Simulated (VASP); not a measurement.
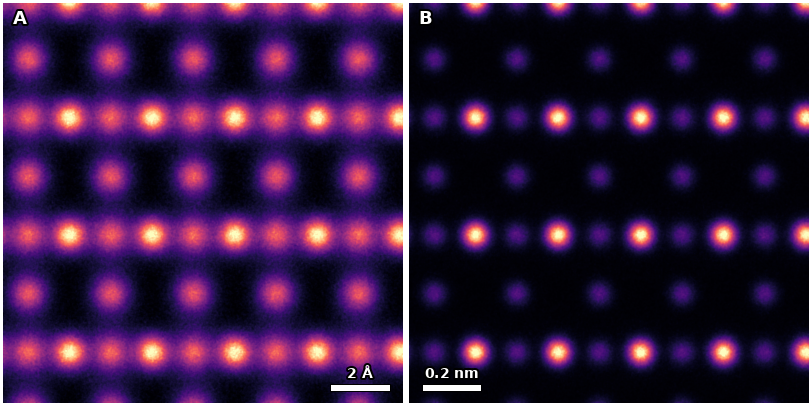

Two simulated images of the same area of Al2Cu (P4/mmm, No. 123) along [100], with a probe of 0.67 Å. One is incoherent Z contrast (Z^1.8 per atom), the other the projected potential of neutral atoms blurred by the probe (iDPC-like, thin sample). Brightness is counted from the darkest point of the image. Shot noise was added. Structure: a cell listed in the Materials Project, as set up for an electronic-structure calculation.

### Which panel is which, and how can one tell?

B is the Z-contrast image and A the potential image. The columns of 1 Al per repeat reach about 24 % of the brightest peak (1 Cu) in B but about 63 % in A, mainly since the potential grows much more slowly with atomic number.
